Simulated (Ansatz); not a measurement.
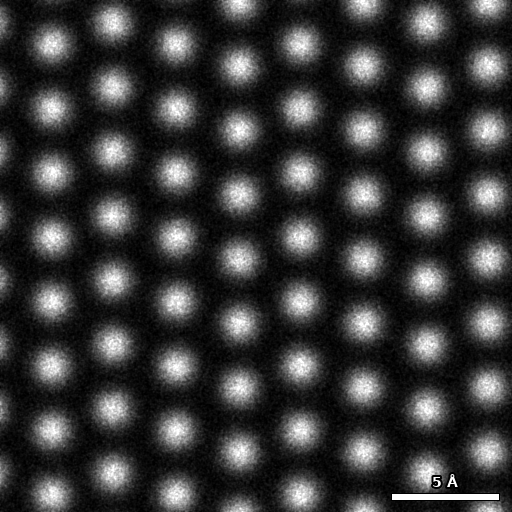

HAADF-like image of a crystal. The image is simulated as a sum over atoms of Z^1.7, blurred by a 1.30 Å probe (no channelling). The probe carries 15 % of its weight in a tail 2.5 times as wide. Shot noise was added.

Give the net of the columns and its spacings.

Answer. The pattern repeats on an oblique net of 3.0 × 8.9 Å with an angle of 97°.

What is the plane group of the image?

Answer. p2: twofold rotation points, no mirror or glide lines.

How many columns does the smallest repeating cell hold, and how many levels of brightness?

Answer. 3 columns in the primitive cell of 27.0 Å², all of one brightness.

The crystal is Bi (R-3m, No. 166) seen along [100]. Structure used: the end point of a relaxation with DFT PBE, scalar-relativistic, plane waves, PAW (Ansatz 0.2.0); the starting structure was generated, so it need not be a known form of this composition.
